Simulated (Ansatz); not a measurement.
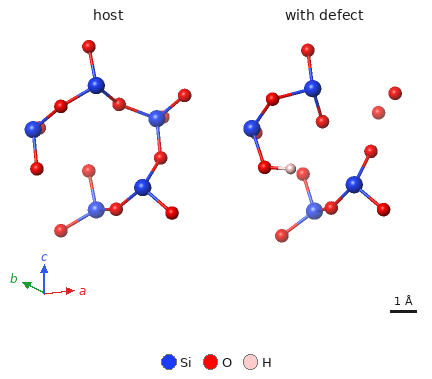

Left: perfect SiO₂. Right: the same region with a pair of point defects, after relaxing the atoms in a supercell of 72 sites. Style: ball-and-stick. Shown: the atoms within 4.6 Å of one point, in a slice 4.2 Å thick across the line of sight, from a free direction.

Computed with DFT, PBEsol, PAW, plane waves (Ansatz 0.2.0). Set-up: plane-wave cutoff 420 eV; k-point mesh 1 × 1 × 1; mesh shifted by (0.25, 0.25, 0.25); collinear spin. Fermi-Dirac smearing of 0.01 eV. The axes drawn are those of the host's conventional cell.

What kind of defect was made?

Answer. A silicon atom is taken out (a vacancy) and an extra hydrogen atom is put between the host's atoms (an interstitial), the two sites 3.6 Å apart.

The charge state of the cell is 0.

How does the lattice respond?

Answer. Around the empty Si site the host had 4 O at 1.62 Å; after relaxation the nearest atoms are 3 O at 1.41 to 1.51 Å. The H atom starts with 1 O at 1.73 Å around its place and ends with 1 O at 1.07 Å. Of the host's atoms, an oxygen atom moves furthest from its site, by 0.83 Å. The H atom itself moves 1.10 Å from where it was put. The cell's net moment is 3.00 μB.
